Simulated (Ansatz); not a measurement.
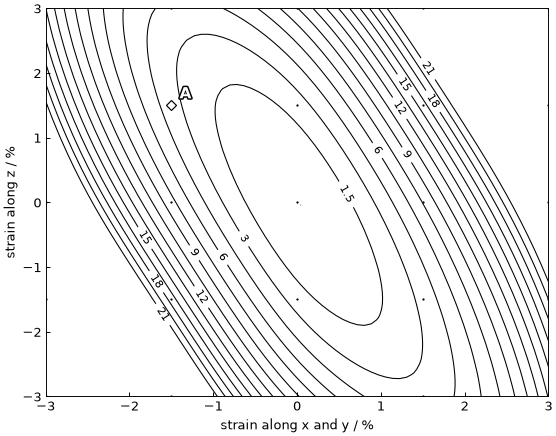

Zr2O (Pn-3m, No. 224; 6 atoms in the cell). 
- The cell is strained homogeneously, by one strain along x and y and another along z, with fractional coordinates fixed (x, y and z along the cube axes).
- The first coordinate is: strain along x and y; the second: strain along z.
- The scan uses a 5 × 5 grid.
- Energies are in meV/atom, from the lowest grid point.
- Level of theory: Ansatz, DFT PBEsol, scalar-relativistic, plane waves, PAW. Settings: cutoff 420 eV, k-mesh 10×10×10, gaussian smearing 0.15 eV, no spin polarisation.

The picture shows contour lines labelled in meV/atom (none above 21), dots at the grid points, the point A. Between grid points the surface is interpolated.

Q: Is A at rest? If not, where is it pushed?

A: A, at strain along x and y = −1.5 %, strain along z = 1.5 %, is not a stationary point. The computed force is 6.2 meV/atom for each 1 % towards larger values of strain along x and y and 1.3 meV/atom for each 1 % towards larger values of strain along z.
